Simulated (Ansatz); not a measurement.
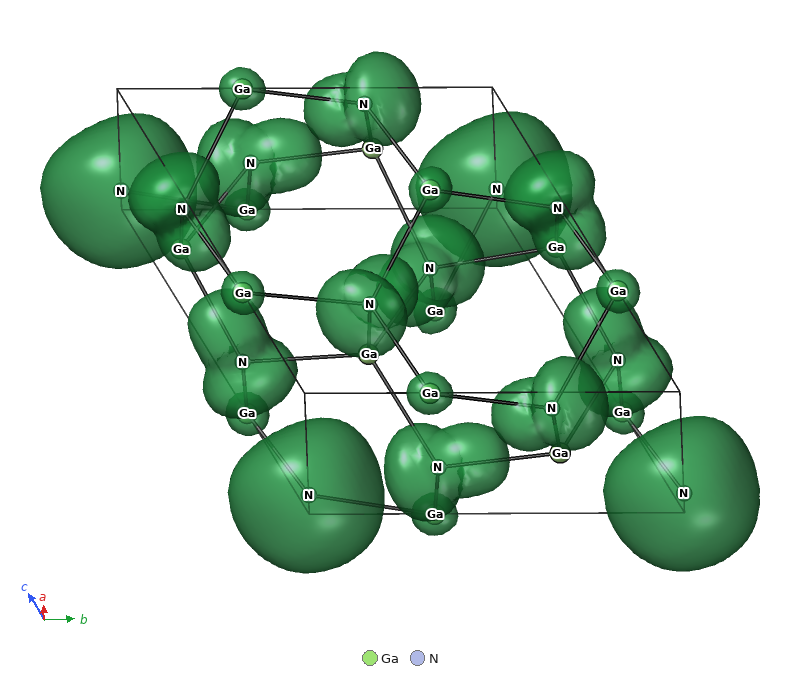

Ga$_{6}$N$_{7}$ (cell with a defect). Isosurfaces of the spin density at +0.03 (green) and −0.03 e/Å³ (red), seen at an oblique angle. Sticks mark near contacts.

Spin-polarised.

These are results of DFT PBE, scalar-relativistic, plane waves, PAW in Ansatz, not measurements.

In a PAW calculation such maps are meaningful between the atoms, not at the nuclei.

Q: Which atoms carry the moments, and with what signs?

A: The spin density sits on N: +1.4 μB in one cell of 13 atoms, with smaller moments on other sites: N (up to +0.18 μB): with much of the spin spread outside that site. The cell of the calculation (13 atoms) carries 3.0 μB of net spin moment. Only one sign reaches the isovalue.
